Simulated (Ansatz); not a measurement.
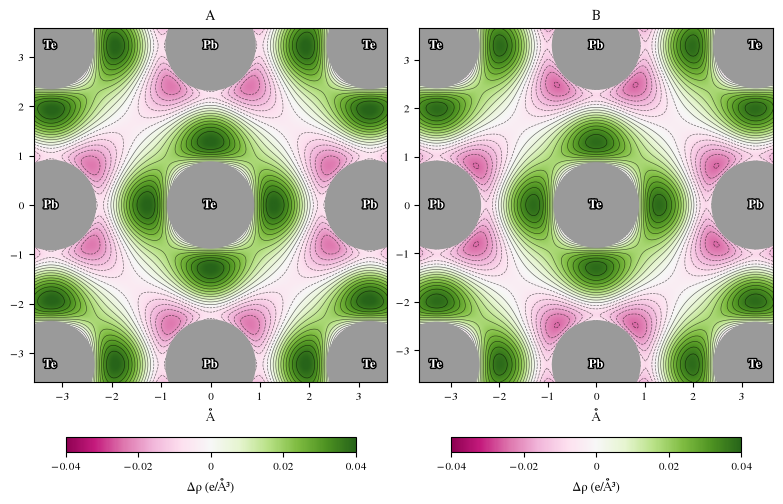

TePb: deformation density on the (100) plane of the conventional cell at two volumes, with the same fractional coordinates and one colour scale. Grey discs cover the cores. Panel B has 106 % of the volume of panel A.

Space group Fm-3m.

These are results of Ansatz 0.2.0, DFT r2SCAN, scalar-relativistic, plane waves, PAW, not measurements.

> How do bonds, bonding charge and pressure respond to this change of volume?

From A to B, Pb–Te goes from 3.23 to 3.29 Å, and Δρ at its midpoint from +0.030 to +0.028 e/Å³. The pressure is 1.5 GPa in A and −1.0 GPa in B. Bader charges in A: Te −0.77 and Pb +0.77 e; in B: Te −0.79 and Pb +0.79 e. The rearranged charge is 0.19 e an atom in A and 0.20 e in B.
